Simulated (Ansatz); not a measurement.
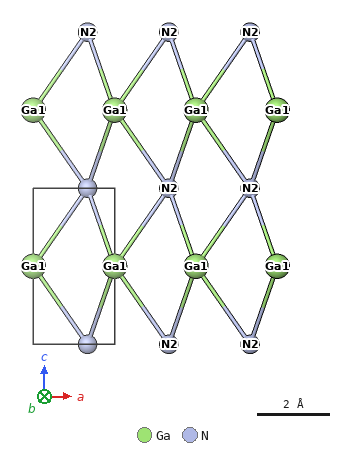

This is the input geometry for a relaxation of solid GaN (a generated structure, set up in P-6m2) (coarse preliminary run). A ball-and-stick model of the cell of the calculation, repeated 3 × 1 × 2 with one cell outlined, seen along the b axis.

Computed with Ansatz, DFT PBE, scalar-relativistic, plane waves, PAW.

Input file:
```yaml
crystal:
  lattice:
    - [2.63179869, 0.0, 0.0]
    - [-1.31589934, 2.27920452, 0.0]
    - [0.0, 0.0, 4.37590892]
  atoms:
    - { symbol: Ga, position: [0.0, 0.0, 0.5] }
    - { symbol: "N", position: [0.66666667, 0.33333333, 0.0] }
basis:
  ecutwfc: 420
kpoints:
  mp_grid: { grid: [6, 6, 4] }
hamiltonian:
  xc: pbe
scf:
  occupations: { method: gaussian, width: 0.1 }
  lower_state_search: "off"
output:
  forces: true
  stress: true
  eigenvalues: true
relax:
  adjacent_minimum: "off"
  f_tol: 0.04
  max_steps: 70
  cell: { stress_tol: 0.4 }
```

Run as
```bash
ansatz run input.yaml --threads 1 --pin off --max-ram 2048MiB --backend cpu --events-out ev --progress --plain --runs-dir out
```

> Where does the relaxation end?

After 12 accepted moves (15 points after the start) the energy has fallen by 1538 meV per atom. All forces vanish by symmetry, so only the cell relaxes. The pressure goes from −8.47 to 0.06 GPa. The line search rejected the trial step at point 9 of the run. At 2 points the geometry stayed and the basis and grid were re-selected for the new cell (energy shift of 16.7 meV per atom at most each time). No atom moves by more than 0.005 Å relative to the cell. The drawn cell changes as follows: a = b 2.632 → 3.003 Å (+14.1 %), c 4.376 → 2.675 Å (−38.9 %); the volume changes by −20.4 %. Some distances before and after: Ga1–N2 2.664 → 2.189 Å. The space group stays P-6m2 (No. 187). Cost: 26 s on 1 thread of Intel(R) Xeon(R) Platinum 8488C (Sapphire Rapids), on a shared host, peak memory 0.35 GiB.

Step by step:

| step | E − E(0), meV/atom | pressure, GPa | volume, Å³/atom | note |
| --- | --- | --- | --- | --- |
| 0 | 0.00 | -8.47 | 13.124 |  |
| 1 | -80.96 | -4.60 | 12.503 |  |
| 2 | -161.08 | -2.20 | 12.039 |  |
| 3 | -343.15 | -2.71 | 11.751 |  |
| 4 | -585.50 | -3.71 | 11.447 |  |
| 5 | -870.81 | -3.19 | 11.084 |  |
| 6 | -1171.77 | -2.69 | 10.644 |  |
| 7 | -1408.86 | 2.23 | 10.166 |  |
| 8 | -1518.92 | -0.94 | 10.345 |  |
| 9 | -1518.99 | 2.91 | 10.161 | rejected |
| 10 | -1520.21 | -0.32 | 10.323 |  |
| 11 | -1520.29 | 0.03 | 10.304 |  |
| 12 | -1537.02 | 1.95 | 10.304 | same geometry, new basis |
| 13 | -1537.99 | 0.19 | 10.431 |  |
| 14 | -1537.96 | 0.00 | 10.442 |  |
| 15 | -1538.34 | 0.06 | 10.442 | same geometry, new basis |

The structure at the end:

```xyz
2
Lattice="3.0027 0.0000 0.0000 -1.5014 2.6004 0.0000 0.0000 0.0000 2.6746" Properties=species:S:1:pos:R:3 pbc="T T T"
Ga    1.5014    2.6004    1.3373
N     1.5014    0.8668    0.0000
```

The end point in the same view:

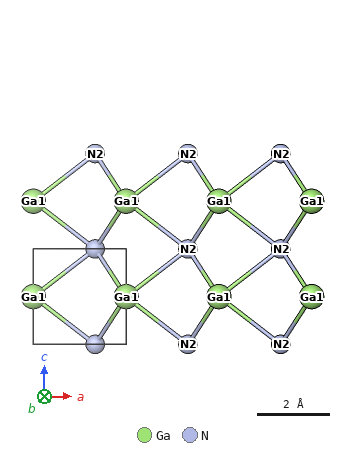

Limits of the set-up: the k-point mesh is coarse for a cell with partly filled bands.
